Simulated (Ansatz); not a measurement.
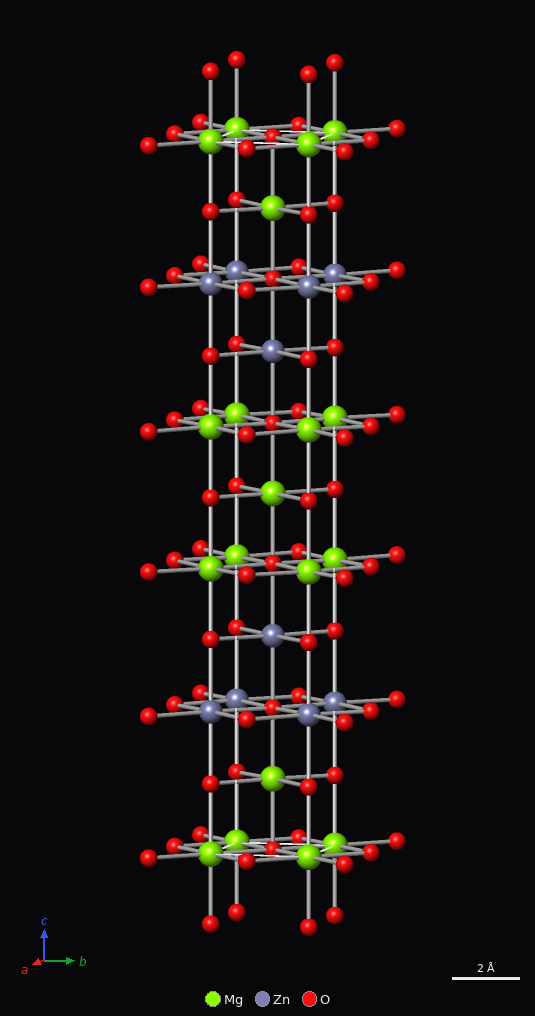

Ball-and-stick drawing of the structure, looking slightly off an axis. Atoms at the boundary of the conventional unit cell (the box) are drawn once for each face, edge or corner they touch. A few atoms beyond the faces are included.

Mg$_{3}$Zn$_{2}$O$_{5}$, space group I4/mmm (No. 139), a = 3.031 Å, b = 3.031 Å, c = 21.441 Å, α = 90.00°, β = 90.00°, γ = 90.00°. The model was built from a structure type filled with these elements by a generator (whether the compound takes this form wasn't checked). Earlier steps of the study, as a rule a relaxation of our own, may have changed the cell and positions, so they can lie some per cent off the listed ones. Ansatz was used for an electronic-structure calculation on it.

This one geometry was computed with Ansatz (DFT, plane waves, PAW) at three levels of theory: r2SCAN, PBEsol and PBE.

Question: Which level gives the highest pressure at this volume, and what does that say about its equilibrium volume?

Answer: Highest: PBE (0.0 GPa), which points to the largest equilibrium volume. Lowest, with the smallest volume: r2SCAN (-6.3 GPa). Levels within 0.5 GPa of each other can't be told apart.

Question: How does the band gap change with the level of theory?

Answer: PBEsol: a gap of 1.97 eV, indirect; PBE: a gap of 2.05 eV, indirect; r2SCAN: a gap of 2.69 eV, indirect.

Question: Collect the results in a table.

Answer:
| level | cutoff (eV) | k-mesh of the run's cell | gap (eV) | pressure (GPa) |
| --- | --- | --- | --- | --- |
| r2SCAN | 500 | 12×12×12 | 2.69 | -6.3 |
| PBEsol | 420 | 12×12×12 | 1.97 | -5.6 |
| PBE | 420 | 12×12×12 | 2.05 | 0.0 |

Gaps are taken on the k-mesh or band path of each run.
